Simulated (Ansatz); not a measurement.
# Cu₂₇N (cell with a defect): what the fields show

Input

```
crystal:
  lattice:
    - [0.0, 5.4447042149, -5.4447042149]
    - [-5.4447042149, 0.0, -5.4447042149]
    - [-5.4447042149, 5.4447042149, 0.0]
  atoms:
    - { symbol: Cu, position: [0.6666666667, 0.6666666667, 0.0] }
    - { symbol: Cu, position: [0.3182314125, 0.6801106919, 0.0024438605] }
    - { symbol: Cu, position: [0.6666666667, 0.3333333333, 0.0] }
    - { symbol: Cu, position: [0.0092658457, 0.6621164185, -0.0049701493] }
    - { symbol: Cu, position: [0.3230439143, 0.3329985866, 0.0203267822] }
    - { symbol: Cu, position: [0.6666666667, 0.0, 0.0] }
    - { symbol: Cu, position: [0.0, 0.3333333333, 0.0] }
    - { symbol: Cu, position: [0.3333333333, 0.0, 0.0] }
    - { symbol: Cu, position: [0.0, 0.0, 0.0] }
    - { symbol: Cu, position: [0.6666666667, 0.6666666667, 0.3333333333] }
    - { symbol: Cu, position: [0.3333333333, 0.6666666667, 0.3333333333] }
    - { symbol: Cu, position: [0.6666666667, 0.3333333333, 0.3333333333] }
    - { symbol: Cu, position: [-0.0114574021, 0.6633588221, 0.342826316] }
    - { symbol: Cu, position: [0.3259316659, 0.3318834742, 0.3311885187] }
    - { symbol: Cu, position: [0.6666666667, 0.0, 0.3333333333] }
    - { symbol: Cu, position: [-0.0186328844, 0.3480231428, 0.3379345811] }
    - { symbol: Cu, position: [0.3333333333, 0.0, 0.3333333333] }
    - { symbol: Cu, position: [0.0, 0.0, 0.3333333333] }
    - { symbol: Cu, position: [0.6666666667, 0.6666666667, 0.6666666667] }
    - { symbol: Cu, position: [0.3333333333, 0.6666666667, 0.6666666667] }
    - { symbol: Cu, position: [0.6666666667, 0.3333333333, 0.6666666667] }
    - { symbol: Cu, position: [0.0, 0.6666666667, 0.6666666667] }
    - { symbol: Cu, position: [0.3333333333, 0.3333333333, 0.6666666667] }
    - { symbol: Cu, position: [0.6666666667, 0.0, 0.6666666667] }
    - { symbol: Cu, position: [0.0, 0.3333333333, 0.6666666667] }
    - { symbol: Cu, position: [0.3333333333, 0.0, 0.6666666667] }
    - { symbol: Cu, position: [0.0, 0.0, 0.6666666667] }
    - { symbol: "N", position: [0.1606032749, 0.4976691953, 0.1646003934] }
basis:
  ecutwfc: 420
  xc_grid: 2
kpoints:
  mp_grid: { grid: [4, 4, 4], shift: [0.0, 0.0, 0.0] }
hamiltonian:
  xc: pbe
scf:
  occupations: { method: gaussian, width: 0.1 }
output:
  forces: true
  stress: false
  eigenvalues: true
  write_density: true
  write_potential: true
  elf: true
  volumetric_format: npy
relax:
  adjacent_minimum: "off"
  f_tol: 0.025
  max_steps: 45
```

Run with:

```sh
ansatz run input.yaml --threads 4 --pin off --max-ram 10240MiB --backend cpu --events-out ev --progress --plain --runs-dir out
```

The fields are those of the run's last geometry, not of the input's.

Computed without spin polarisation.

All numbers below come from DFT PBE, scalar-relativistic, plane waves, PAW (Ansatz).

Core electrons are frozen (PAW), and the valence fields are smoothed inside the atomic spheres.

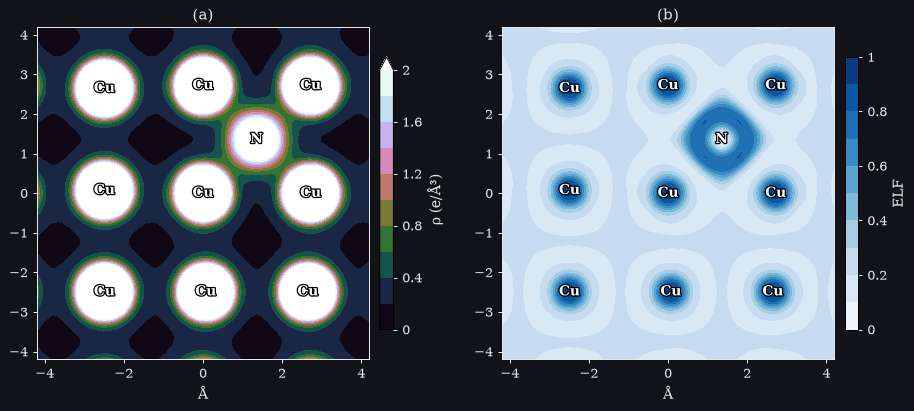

Figure 1. (a) valence charge density (pseudo); (b) ELF on the (110) plane of the calculation cell.

Q: Describe what can be read from this map.

A: The section cuts through Cu and N sites. Cu–N (1.92 Å): the density is about 0.73 e/Å³ at the midpoint; the ELF peaks at about 0.80 in the valence shell of N, 0.6 Å from its nucleus, and is about 0.25 at the midpoint. Between the atoms the lowest density in this plane is 0.14 e/Å³. The features right at Cu lie inside the PAW spheres, where the map follows smoothed inner orbitals and isn't to be read closely.

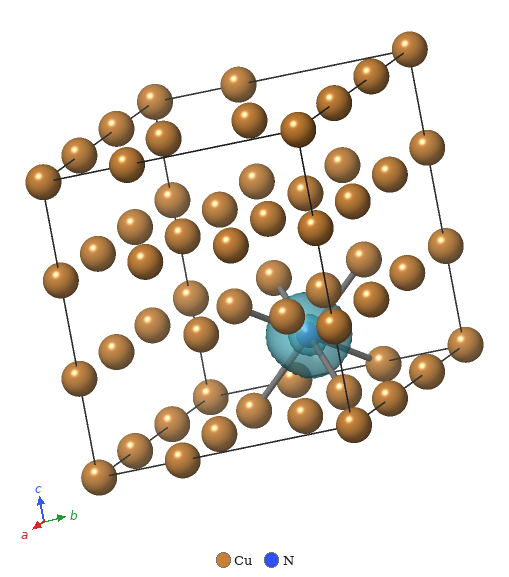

Figure 2. Isosurface of the electron localisation function at 0.65 (cyan), seen slightly off an axis. Only the valence region is drawn (cores and ρ < 0.01 e/Å³ removed). Sticks mark near contacts.

Q: Describe the localisation domains.

A: The ELF exceeds this value in one region wrapped around N (its valence shell), counted in one cell of 28 atoms. Any copies at cell faces, edges or corners count once.

Q: Does the calculation give a band gap?

A: It is gapless in this calculation (a metal or semimetal).
